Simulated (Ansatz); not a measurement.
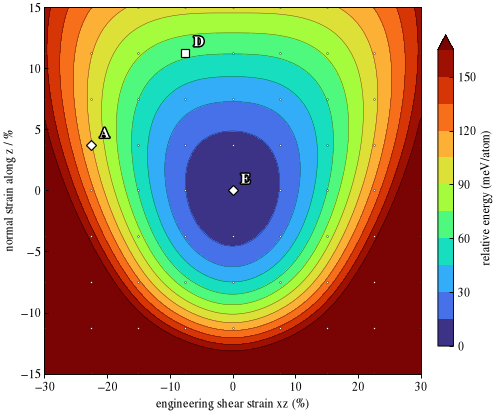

Ga (Cmce, No. 64; 4 atoms in the cell). 
- The energy is mapped over two homogeneous strains (x along [1 0 0], y along [0 1 0], z along [0 0 1] of the conventional cell).
- First axis: engineering shear strain xz. Second axis: normal strain along z.
- Nothing is relaxed (fractional coordinates fixed).
- The scan uses a 9 × 9 grid; 45 points were computed and 36 follow by symmetry.
- Points are written as (first, second).
- Energies are in meV/atom, from the lowest grid point.
- Method: DFT LDA, scalar-relativistic, plane waves, PAW in Ansatz. Settings: cutoff 420 eV, k-mesh 10×10×10, gaussian smearing 0.15 eV, no spin polarisation.

In the figure: filled contours, dots at the grid points, one colour for all values above the top of the scale, lettered points. Between grid points the surface is interpolated.

**Is A the lowest point of the computed grid?**

No. A lies 106 meV/atom above the lowest grid point, which is at (0.0 %, 0.00 %).

**Which space group has the cell at each letter?**

A: C2/c; D: C2/c; E: Cmce.
